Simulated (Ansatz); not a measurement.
SiO

```xyz
2
Lattice="2.8070 0.0000 0.0000 0.0000 2.8070 0.0000 0.0000 0.0000 2.8070" Properties=species:S:1:pos:R:3 pbc="T T T"
Si    0.0000    0.0000    0.0000
O     1.4035    1.4035    1.4035
```

Space group Pm-3m; a generated structure, not necessarily the stable one.

Method: Kohn-Sham DFT of a periodic cell, PBE, Ansatz PAW (Ansatz 0.2.0).

The density is the valence pseudo-density of a PAW calculation; it isn't the true density close to the nuclei.

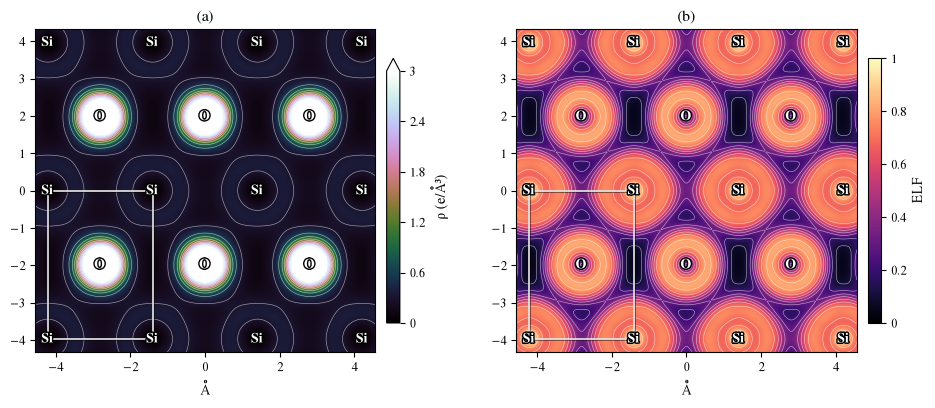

Figure 1. (a) valence pseudo-density; (b) ELF on the (101̄) plane of the conventional cell.

> Describe what can be read from this map.

The plane passes through Si and O nuclei.
Si–O (2.43 Å): ρ at the midpoint is about 0.27 e/Å³; the ELF is about 0.30 at the midpoint: no shared electron pair shows on this line.
Between the atoms the lowest density in this plane is 0.12 e/Å³.

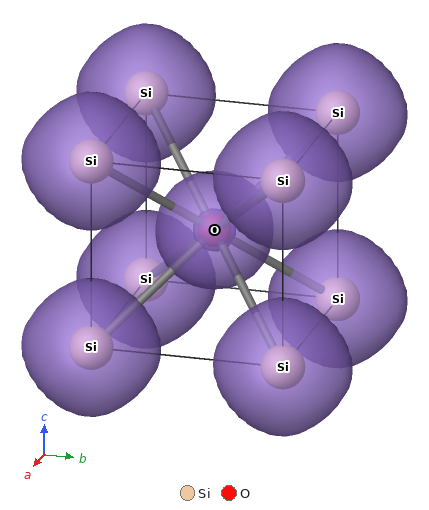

Figure 2. Isosurface of the ELF at 0.65 (purple), seen at an oblique angle. Only the valence region is drawn (cores and ρ < 0.01 e/Å³ removed). Sticks mark near contacts.

> Identify the bonds, lone pairs and shells in this picture.

The ELF exceeds this value in one region wrapped around O (its valence shell) and one region wrapped around Si (its valence shell), counted in one cell of 2 atoms. Regions shared between cells count once.

> Does the calculation give a band gap?

It is metallic or semimetallic at this level of theory: no gap opens.
